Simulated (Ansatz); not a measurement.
# Transmission past a defect: Au wire along [110], 4 atoms a period, NO placed on top of one Au, part 3 of 4

Aim: how much does this defect scatter, and at which energies?

Ansatz 0.2.0; DFT PBE, plane waves, PAW; relaxation of a wire's period (the session's first sound run).

So far. Step 2 (The relaxed wire): The cell's length comes to 2.704 Å with spin left out. Step 3 (Bands of the perfect wire): At the computed energy nearest the Fermi level there are 4 channels a spin, and the thermal average gives 3.63 G₀.

## (4) Relaxation of the scattering region

This step: DFT PBE, plane waves, PAW; relaxation of a junction in a wire, ends held (Ansatz 0.2.0).

System of this step: Au wire along [110], 4 atoms a period, NO placed on top of one Au. The cell holds 38 atoms: 36 Au, 1 N and 1 O. Cell: a = 8.880 Å, b = 11.212 Å, c = 24.336 Å, α = 90.0°, β = 90.0°, γ = 90.0°. Regions: held atoms, 24 atoms (24 Au); free atoms, 14 atoms (12 Au, 1 N and 1 O). Vacuum lies along a and b. The structure's axis is c.

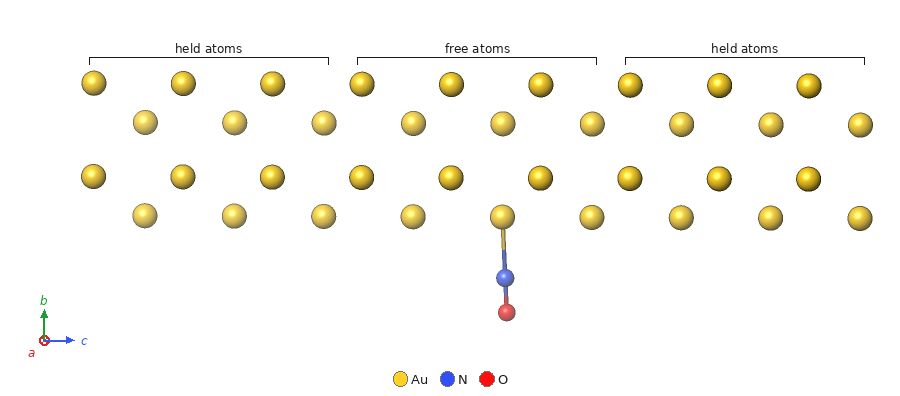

The cell of this step (gold yellow, nitrogen blue, oxygen red).

14 atoms at the defect are free to relax, while 24 stay where the perfect wire has them, so that the ends still repeat as a lead. The cutoff is set under the files' recommended one to save time.

File input.yaml:

```yaml
crystal:
  lattice:
    - [8.88, 0.0, 0.0]
    - [0.0, 11.212, 0.0]
    - [0.0, 0.0, 24.3362530524]
  atoms:
    - { symbol: Au, position: [0.386950635, 0.681461448, 0.0] }
    - { symbol: Au, position: [0.37206976, 0.431110303, 0.0] }
    - { symbol: Au, position: [0.613049365, 0.31856944, 0.055555556] }
    - { symbol: Au, position: [0.62793024, 0.568920585, 0.055555556] }
    - { symbol: Au, position: [0.386950635, 0.681461448, 0.111111111] }
    - { symbol: Au, position: [0.37206976, 0.431110303, 0.111111111] }
    - { symbol: Au, position: [0.613049365, 0.31856944, 0.166666667] }
    - { symbol: Au, position: [0.62793024, 0.568920585, 0.166666667] }
    - { symbol: Au, position: [0.386950635, 0.681461448, 0.222222222] }
    - { symbol: Au, position: [0.37206976, 0.431110303, 0.222222222] }
    - { symbol: Au, position: [0.613049365, 0.31856944, 0.277777778] }
    - { symbol: Au, position: [0.62793024, 0.568920585, 0.277777778] }
    - { symbol: Au, position: [0.386950635, 0.681461448, 0.333333333] }
    - { symbol: Au, position: [0.37206976, 0.431110303, 0.333333333] }
    - { symbol: Au, position: [0.613049365, 0.31856944, 0.388888889] }
    - { symbol: Au, position: [0.62793024, 0.568920585, 0.388888889] }
    - { symbol: Au, position: [0.386950635, 0.681461448, 0.444444444] }
    - { symbol: Au, position: [0.37206976, 0.431110303, 0.444444444] }
    - { symbol: Au, position: [0.613049365, 0.31856944, 0.5] }
    - { symbol: Au, position: [0.62793024, 0.568920585, 0.5] }
    - { symbol: Au, position: [0.386950635, 0.681461448, 0.555555556] }
    - { symbol: Au, position: [0.37206976, 0.431110303, 0.555555556] }
    - { symbol: Au, position: [0.613049365, 0.31856944, 0.611111111] }
    - { symbol: Au, position: [0.62793024, 0.568920585, 0.611111111] }
    - { symbol: Au, position: [0.386950635, 0.681461448, 0.666666667] }
    - { symbol: Au, position: [0.37206976, 0.431110303, 0.666666667] }
    - { symbol: Au, position: [0.613049365, 0.31856944, 0.722222222] }
    - { symbol: Au, position: [0.62793024, 0.568920585, 0.722222222] }
    - { symbol: Au, position: [0.386950635, 0.681461448, 0.777777778] }
    - { symbol: Au, position: [0.37206976, 0.431110303, 0.777777778] }
    - { symbol: Au, position: [0.613049365, 0.31856944, 0.833333333] }
    - { symbol: Au, position: [0.62793024, 0.568920585, 0.833333333] }
    - { symbol: Au, position: [0.386950635, 0.681461448, 0.888888889] }
    - { symbol: Au, position: [0.37206976, 0.431110303, 0.888888889] }
    - { symbol: Au, position: [0.613049365, 0.31856944, 0.944444444] }
    - { symbol: Au, position: [0.62793024, 0.568920585, 0.944444444] }
    - { symbol: "N", position: [0.71245338, 0.151573478, 0.5], spin: 0.4 }
    - { symbol: O, position: [0.768638258, 0.057184456, 0.5], spin: 0.4 }
magnetization:
  spin_polarized: true
kpoints:
  mp_grid: { grid: [1, 1, 2] }
scf:
  occupations: { method: fermi_dirac, width: 0.1 }
hamiltonian:
  xc: pbe
relax:
  constraints:
    - { sites: [0, 1, 2, 3, 4, 5, 6, 7, 8, 9, 10, 11, 24, 25, 26, 27, 28, 29, 30, 31, 32, 33, 34, 35] }
  f_tol: 0.06
  max_steps: 35
basis:
  ecutwfc: "350 eV"
```

Started as:

```console
ansatz run input.yaml --threads 4 --pin off --max-ram 16384MiB --backend cpu --events-out ev --progress --plain --runs-dir out
```

Numbers of over 12 decimals in the logs are rounded to 6 here.

The program printed:

```text
[...]
Warning: crystal.symmetry: narrowed to the stabiliser of the relax constraints — unitary ops 2 → 1; lowered at sites 12, 13, 24, 25 (the operations that carried what is held of a site onto what its image site leaves free; the constrained walk keeps no symmetry that its constraints do not admit)
[...]
Crystal: 38 atoms, lattice volume = 2422.980 Å³
Basis set: ecut = 350 eV, 35947 PW (Γ), exchange–correlation on 120×144×300 points (8 copies of the dense FFT grid, shifted against one another)
Bands: 418, of which v1, the nominal top of the filled ones, is band 348 counted from 1 (347 counted from 0)
Symmetry: 1 space group operations
k-points: 2
[...]
Starting moments: Σ|m| = 0.8 μB on 2 of 38 sites
[...]
SCF iter   1: F=—  HF=-474303.363583 eV  |F-HF|=—  |Δ(HF+E_count)|=         —  Δρ=1.70e-2 (↑1.70e-2 ↓1.65e-2)  dr2=3.43e1  dr2_m=1.54e-1  M=1.064 μB ∫|m|=1.235 μB  β_m=0.30  ethr=3.10e-3  ⟨swp⟩=6.0  Hψ=6440  notcnv=0  defer=35
[...]
spin=Collinear: LDOS preconditioning applied to the charge; magnetization (m = ρ↑ − ρ↓) channel mixes plain (no charge-response kernel on spin).
SCF iter   2: F=—  HF=-474297.947630 eV  |F-HF|=—  |Δ(HF+E_count)|=    5.42e0  Δρ=1.03e-2 (↑1.03e-2 ↓8.73e-3)  dr2=1.18e1  dr2_m=1.65e-1  M=1.239 μB ∫|m|=1.499 μB  β_m=1.00  ethr=3.10e-3  ⟨swp⟩=2.2  Hψ=2739  notcnv=0  defer=166
[...]
SCF iter  15: F=—  HF=-474296.514670 eV  |F-HF|=—  |Δ(HF+E_count)|=   1.40e-4  Δρ=1.91e-4 (↑1.91e-4 ↓7.52e-5)  dr2=9.95e-4  dr2_m=3.76e-4  M=0.880 μB ∫|m|=1.207 μB  β_m=0.30  ethr=1.42e-7  ⟨swp⟩=2.0  Hψ=2127  notcnv=0  defer=164
[...]
spin-set hold released at iteration 15 (site moments contracting): the magnetisation degrees of freedom join the quasi-Newton model from the next iteration; the mixer history was flushed
SCF iter  16: F=—  HF=-474296.514789 eV  |F-HF|=—  |Δ(HF+E_count)|=   1.19e-4  Δρ=1.97e-4 (↑1.97e-4 ↓4.79e-5)  dr2=1.70e-3  dr2_m=3.20e-4  M=0.875 μB ∫|m|=1.200 μB  β_m=0.65  ethr=1.42e-7  ⟨swp⟩=1.5  Hψ=1516  notcnv=0  defer=164
[...]
SCF iter  21: F=-474296.514827 eV  HF=-474296.514828 eV  |F-HF|=8.94e-7  |Δ(HF+E_count)|=   9.99e-7  Δρ=4.39e-6 (↑4.39e-6 ↓3.96e-6)  dr2=1.37e-6  dr2_m=2.12e-7  M=0.883 μB ∫|m|=1.205 μB  ethr=3.40e-10  ⟨swp⟩=2.5  Hψ=3090  notcnv=0
SCF 1 converged in 21 iterations: F = -474296.514827 eV  dr2 = 1.37e-6
[...]
relax step   1: F+E_penalty+E_count = -474296.51482681 eV  Δ(F+E_penalty+E_count) = +0.000e0 eV  max|allowed force component| = 3.440e-1 eV/Å  Δτ_max = 0.0000 Å  (21 SCF iters, dr2 threshold 9.00e-5 eV, accepted)
[...]
Starting moments: Σ|m| = 0.8 μB on 2 of 38 sites; this step starts from the density that it was given
[...]
SCF iter  13: F=-474296.552863 eV  HF=-474296.552863 eV  |F-HF|=2.32e-7  |Δ(HF+E_count)|=   4.23e-7  Δρ=1.64e-6 (↑1.64e-6 ↓1.41e-6)  dr2=3.19e-7  dr2_m=2.66e-8  M=0.884 μB ∫|m|=1.202 μB  ethr=8.68e-11  ⟨swp⟩=1.0  Hψ=4669  notcnv=0
SCF 2 converged in 13 iterations: F = -474296.552863 eV  dr2 = 3.19e-7
relax step   2: F+E_penalty+E_count = -474296.55286304 eV  Δ(F+E_penalty+E_count) = -3.804e-2 eV  max|allowed force component| = 4.288e-1 eV/Å  Δτ_max = 0.1561 Å  (13 SCF iters, dr2 threshold 7.40e-6 eV, accepted)
SCF iter   1: F=—  HF=-474296.593480 eV  |F-HF|=—  |Δ(HF+E_count)|=         —  Δρ=1.25e-3 (↑1.19e-3 ↓1.25e-3)  dr2=7.69e-2  dr2_m=6.86e-3  M=0.849 μB ∫|m|=1.165 μB  β_m=0.30  ethr=1.15e-4  ⟨swp⟩=4.0  Hψ=4612  notcnv=0  defer=167
[...]
SCF iter  13: F=-474296.585950 eV  HF=-474296.585950 eV  |F-HF|=6.73e-8  |Δ(HF+E_count)|=   1.87e-7  Δρ=2.21e-6 (↑2.21e-6 ↓1.77e-6)  dr2=2.06e-7  dr2_m=5.79e-8  M=0.876 μB ∫|m|=1.195 μB  ethr=1.39e-10  ⟨swp⟩=1.0  Hψ=4572  notcnv=0
SCF 3 converged in 13 iterations: F = -474296.585950 eV  dr2 = 2.06e-7
relax step   3: F+E_penalty+E_count = -474296.58594966 eV  Δ(F+E_penalty+E_count) = -3.309e-2 eV  max|allowed force component| = 2.116e-1 eV/Å  Δτ_max = 0.0948 Å  (13 SCF iters, dr2 threshold 1.15e-5 eV, accepted)
[... from here on, the SCF cycles and remarks between the steps are left out ...]
relax step   4: F+E_penalty+E_count = -474296.60952333 eV  Δ(F+E_penalty+E_count) = -2.357e-2 eV  max|allowed force component| = 2.788e-1 eV/Å  Δτ_max = 0.1373 Å  (12 SCF iters, dr2 threshold 1.09e-5 eV, accepted)
relax step   5: F+E_penalty+E_count = -474296.65943298 eV  Δ(F+E_penalty+E_count) = -4.991e-2 eV  max|allowed force component| = 1.087e0 eV/Å  Δτ_max = 0.1602 Å  (12 SCF iters, dr2 threshold 1.89e-5 eV, accepted)
relax step   6: F+E_penalty+E_count = -474296.71439129 eV  Δ(F+E_penalty+E_count) = -5.496e-2 eV  max|allowed force component| = 1.233e0 eV/Å  Δτ_max = 0.0856 Å  (9 SCF iters, dr2 threshold 1.00e-4 eV, accepted)
relax step   7: F+E_penalty+E_count = -474296.78674747 eV  Δ(F+E_penalty+E_count) = -7.236e-2 eV  max|allowed force component| = 1.437e0 eV/Å  Δτ_max = 0.0708 Å  (17 SCF iters, dr2 threshold 1.00e-4 eV, accepted)
relax step   8: F+E_penalty+E_count = -474296.88347086 eV  Δ(F+E_penalty+E_count) = -9.672e-2 eV  max|allowed force component| = 3.282e0 eV/Å  Δτ_max = 0.1945 Å  (22 SCF iters, dr2 threshold 1.00e-4 eV, accepted)
relax step   9: F+E_penalty+E_count = -474297.00463909 eV  Δ(F+E_penalty+E_count) = -1.212e-1 eV  max|allowed force component| = 2.180e0 eV/Å  Δτ_max = 0.1943 Å  (27 SCF iters, dr2 threshold 1.00e-4 eV, accepted)
relax step  10: F+E_penalty+E_count = -474297.07739740 eV  Δ(F+E_penalty+E_count) = -7.276e-2 eV  max|allowed force component| = 5.724e-1 eV/Å  Δτ_max = 0.2000 Å  (23 SCF iters, dr2 threshold 1.00e-4 eV, accepted)
relax step  11: F+E_penalty+E_count = -474297.08472047 eV  Δ(F+E_penalty+E_count) = -7.323e-3 eV  max|allowed force component| = 1.412e-1 eV/Å  Δτ_max = 0.0969 Å  (24 SCF iters, dr2 threshold 2.26e-5 eV, accepted)
relax step  12: F+E_penalty+E_count = -474297.08699727 eV  Δ(F+E_penalty+E_count) = -2.277e-3 eV  max|allowed force component| = 6.134e-2 eV/Å  Δτ_max = 0.0629 Å  (32 SCF iters, accepted)
relax step  13: F+E_penalty+E_count = -474297.08908922 eV  Δ(F+E_penalty+E_count) = -2.092e-3 eV  max|allowed force component| = 9.968e-3 eV/Å  Δτ_max = 0.0532 Å  (23 SCF iters, accepted)
relax step  14: F+E_penalty+E_count = -474297.08978061 eV  Δ(F+E_penalty+E_count) = -6.914e-4 eV  max|allowed force component| = 4.173e-2 eV/Å  Δτ_max = 0.0630 Å  (26 SCF iters, accepted)
relax step  15: F+E_penalty+E_count = -474297.09000592 eV  Δ(F+E_penalty+E_count) = -2.253e-4 eV  max|allowed force component| = 2.464e-1 eV/Å  Δτ_max = 0.1290 Å  (30 SCF iters, accepted)
relax step  16: F+E_penalty+E_count = -474297.09053961 eV  Δ(F+E_penalty+E_count) = -5.337e-4 eV  max|allowed force component| = 1.369e-1 eV/Å  Δτ_max = 0.0212 Å  (11 SCF iters, dr2 threshold 6.07e-5 eV, accepted)
relax step  17: F+E_penalty+E_count = -474297.09085674 eV  Δ(F+E_penalty+E_count) = -3.171e-4 eV  max|allowed force component| = 6.212e-3 eV/Å  Δτ_max = 0.0227 Å  (19 SCF iters, dr2 threshold 5.78e-6 eV, accepted)
[...]
SCF iter  13: F=-474297.090857 eV  HF=-474297.090857 eV  |F-HF|=3.88e-8  |Δ(HF+E_count)|=   2.50e-9  Δρ=3.31e-7 (↑3.31e-7 ↓1.86e-7)  dr2=3.97e-8  dr2_m=6.90e-10  M=-0.000 μB ∫|m|=0.000 μB  ethr=1.00e-12  ⟨swp⟩=1.0  Hψ=4034  notcnv=0
[...]
SCF 18 converged in 13 iterations: F = -474297.090857 eV  dr2 = 3.97e-8
relax step  18: F+E_penalty+E_count = -474297.09085682 eV  Δ(F+E_penalty+E_count) = -7.532e-8 eV  max|allowed force component| = 6.207e-3 eV/Å  Δτ_max = 0.0000 Å  (13 SCF iters, accepted)
SCF converged after 13 iterations
Magnetization: -0.0003 μB (347.4999 up, 347.5001 down)
Absolute magnetization: 0.0005 μB (∫|ρ↑−ρ↓|, with the PAW one-centre terms)
[...]
Per-site moments (μB) at R_I (Å): [(7.788619638203419e-7, 1.115412), (8.950620809752306e-7, 1.115412), (5.509962151097681e-7, 1.115412), (2.3462665969843103e-7, 1.115412), (1.4955705160239206e-7, 1.115412), (4.1763204819972775e-7, 1.115412), (3.505755464357698e-7, 1.115412), (8.430505665881418e-7, 1.115412), (1.4103082443763754e-6, 1.115412), (2.5751503271832616e-7, 1.115412), (2.061658505396998e-7, 1.115412), (8.186 [...]
Free energy (F): -474297.090857 eV
[...]
Internal energy: -474296.538581 eV  (E = F + TS)
E sigma→0 (E₀):  -474296.814719 eV
Entropy (-TS):   -0.552276 eV (-14.534 meV/atom)
Fermi energy:    1.310027 eV
[...]
--- Forces (eV/Å), atoms counted from 1 ---
  atom   1  Au     0.01346811    -0.00958730     0.00221632
  atom   2  Au     0.02684242     0.00727540     0.00153167
  atom   3  Au    -0.00315377     0.00199534    -0.02007180
  atom   4  Au    -0.01986015    -0.00209042    -0.00691737
  atom   5  Au     0.00919849     0.00128683    -0.00326272
  atom   6  Au     0.02294965     0.00665703     0.01157031
  atom   7  Au    -0.00418439     0.01400663    -0.00019427
  atom   8  Au    -0.03646342     0.00293479     0.01309723
  atom   9  Au     0.01856710    -0.01296185     0.06020615
  atom  10  Au     0.00823746    -0.00405790     0.06582299
  atom  11  Au    -0.00243798    -0.00016172     0.05573927
  atom  12  Au    -0.02860864    -0.00264506     0.08117775
  atom  13  Au    -0.00158315    -0.00028035    -0.00036699
  atom  14  Au     0.00032847    -0.00015413     0.00027375
  atom  15  Au     0.00108784    -0.00043917     0.00092062
  atom  16  Au     0.00002350    -0.00001468    -0.00155762
  atom  17  Au     0.00061352     0.00070601     0.00042682
  atom  18  Au    -0.00014078    -0.00129992     0.00118937
  atom  19  Au    -0.00178467     0.00620701    -0.00416462
  atom  20  Au     0.00040367    -0.00023196     0.00182738
  atom  21  Au    -0.00034163    -0.00055772    -0.00244145
  atom  22  Au    -0.00085010    -0.00012365    -0.00045079
  atom  23  Au     0.00153476     0.00298395     0.00351306
  atom  24  Au     0.00038274    -0.00082108    -0.00055703
  atom  25  Au     0.03226238    -0.06660145    -0.08695154
  atom  26  Au     0.01369770     0.02464579    -0.09836987
  atom  27  Au    -0.01166354     0.01491206    -0.05215564
  atom  28  Au    -0.04022151     0.01732546    -0.05738950
  atom  29  Au     0.01788948     0.00101572     0.01239130
  atom  30  Au     0.00720922    -0.01516730     0.01118447
  atom  31  Au    -0.00309411     0.00958116     0.00336076
  atom  32  Au    -0.03688369     0.00371101    -0.00553295
  atom  33  Au     0.00896727     0.00001263     0.00350815
  atom  34  Au     0.02462562     0.00813149    -0.01201167
  atom  35  Au    -0.00235233    -0.00075305     0.01710800
  atom  36  Au    -0.01869649    -0.00221670     0.00493026
  atom  37  N     -0.00208531    -0.00577939     0.00049402
  atom  38  O      0.00608239     0.00258948    -0.00010051
  max |Σ_I F_I| component: 3.39e-5 eV/Å
--- Relaxed structure (18 steps of the walk, 18 accepted, 0 SCFs on fresh bases) ---
  F+E_penalty+E_count = -474297.09085682 eV   max|allowed force component| = 6.207e-3 eV/Å
  atoms:
    - { symbol: Au, position: [0.386951, 0.681461448, 0.0] }
    - { symbol: Au, position: [0.37206976, 0.431110303, 0.0] }
    - { symbol: Au, position: [0.613049365, 0.31856944, 0.055555556] }
    - { symbol: Au, position: [0.62793024, 0.568920585, 0.055555556] }
    - { symbol: Au, position: [0.386951, 0.681461448, 0.111111111] }
    - { symbol: Au, position: [0.37206976, 0.431110303, 0.111111111] }
    - { symbol: Au, position: [0.613049365, 0.31856944, 0.166667] }
    - { symbol: Au, position: [0.62793024, 0.568920585, 0.166667] }
    - { symbol: Au, position: [0.386951, 0.681461448, 0.222222222] }
    - { symbol: Au, position: [0.37206976, 0.431110303, 0.222222222] }
    - { symbol: Au, position: [0.613049365, 0.31856944, 0.277777778] }
    - { symbol: Au, position: [0.62793024, 0.568920585, 0.277777778] }
    - { symbol: Au, position: [0.386085, 0.674715, 0.334158] }
    - { symbol: Au, position: [0.370852, 0.425838, 0.333997] }
    - { symbol: Au, position: [0.604350, 0.302369, 0.388741] }
    - { symbol: Au, position: [0.625139, 0.552665, 0.389371] }
    - { symbol: Au, position: [0.379781, 0.651126, 0.444937] }
    - { symbol: Au, position: [0.357723, 0.397788, 0.445101] }
    - { symbol: Au, position: [0.594743, 0.266683, 0.500202] }
    - { symbol: Au, position: [0.607750, 0.518768, 0.500520] }
    - { symbol: Au, position: [0.377618, 0.652637, 0.555965] }
    - { symbol: Au, position: [0.355876, 0.399501, 0.555695] }
    - { symbol: Au, position: [0.606529, 0.309311, 0.611103] }
    - { symbol: Au, position: [0.625790, 0.559467, 0.610863] }
    - { symbol: Au, position: [0.386951, 0.681461448, 0.666667] }
    - { symbol: Au, position: [0.37206976, 0.431110303, 0.666667] }
    - { symbol: Au, position: [0.613049365, 0.31856944, 0.722222] }
    - { symbol: Au, position: [0.62793024, 0.568920585, 0.722222] }
    - { symbol: Au, position: [0.386951, 0.681461448, 0.777778] }
    - { symbol: Au, position: [0.37206976, 0.431110303, 0.777778] }
    - { symbol: Au, position: [0.613049365, 0.31856944, 0.833333] }
    - { symbol: Au, position: [0.62793024, 0.568920585, 0.833333] }
    - { symbol: Au, position: [0.386951, 0.681461448, 0.888888889] }
    - { symbol: Au, position: [0.37206976, 0.431110303, 0.888888889] }
    - { symbol: Au, position: [0.613049365, 0.31856944, 0.944444] }
    - { symbol: Au, position: [0.62793024, 0.568920585, 0.944444] }
    - { symbol: N, position: [0.702584, 0.104080, 0.501757] }
    - { symbol: O, position: [0.832853, 0.092360, 0.500816] }
```

The job ended after 43 min (4 threads of Arm Neoverse V2, shared host; peak memory 9.3 GiB).

Relaxation path:

```tsv
step	energy less that of the first step (eV)	largest force component (eV/Å)
1	0.0000	0.3440
2	-0.0380	0.4288
3	-0.0711	0.2116
4	-0.0947	0.2788
5	-0.1446	1.0872
6	-0.1996	1.2329
7	-0.2719	1.4370
8	-0.3686	3.2825
9	-0.4898	2.1797
10	-0.5626	0.5724
11	-0.5699	0.1412
12	-0.5722	0.0613
13	-0.5743	0.0100
14	-0.5750	0.0417
15	-0.5752	0.2464
16	-0.5757	0.1369
17	-0.5760	0.0062
18	-0.5760	0.0062
```

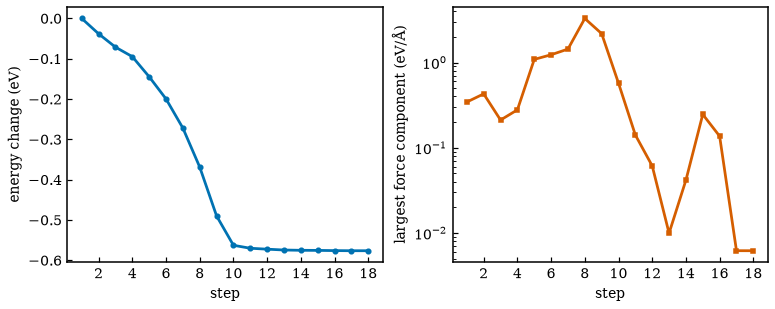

Energy and largest force along the relaxation.

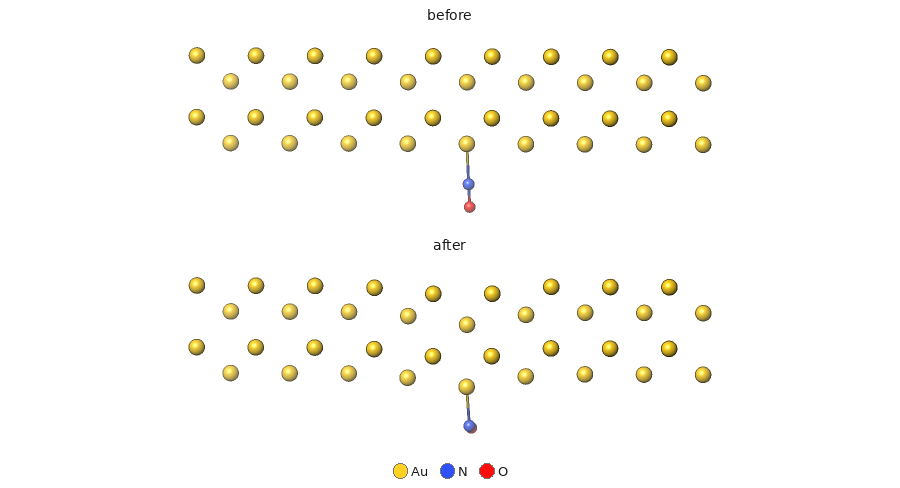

Before and after, at one scale.

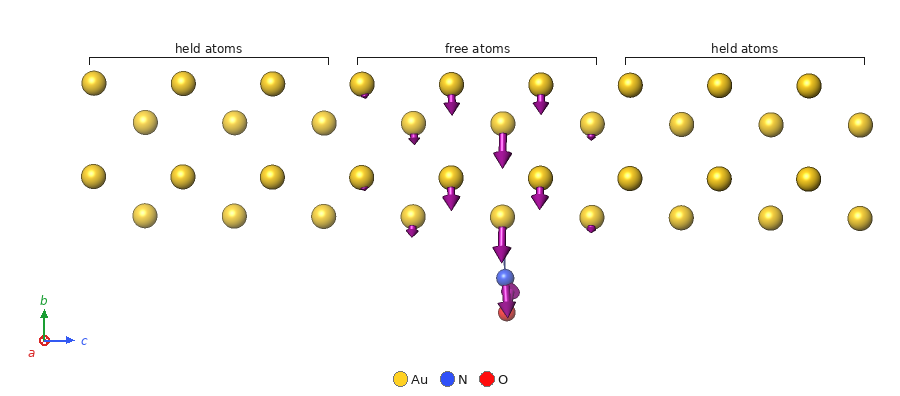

Displacements in the relaxation, exaggerated; the longest in the cell stands for 0.69 Å.

The atoms that moved most (Å):

```tsv
atom	dx	dy	dz	length
O38	0.570	0.394	0.020	0.694
Au19	-0.163	-0.582	0.005	0.604
Au20	-0.179	-0.562	0.013	0.590
N37	-0.088	-0.533	0.043	0.541
Au18	-0.127	-0.374	0.016	0.395
Au22	-0.144	-0.354	0.003	0.382
Au17	-0.064	-0.340	0.012	0.346
Au21	-0.083	-0.323	0.010	0.334
```

Numbers from this step:

* energy at zero smearing: -474296.8147 eV

The largest force component on a free atom ends at 0.006 eV/Å, under the limit of 0.06. N ends nearest to O at 1.16 Å and Au at 2.06 Å. 2 atoms of the wire itself, hydrogen apart, moved by over 0.45 Å, up to 0.60 Å.

[end of part 3 of 4]

[Logs are printed without paths, hosts, clocks, repeated set-up lines and the standing remarks that a program may print on its own settings, such as how far it seeks lower states.]

[Hosts, paths, dates, database ids (printed as entryN), source tags and the programs' standing remarks are cut or masked in the printed files.]
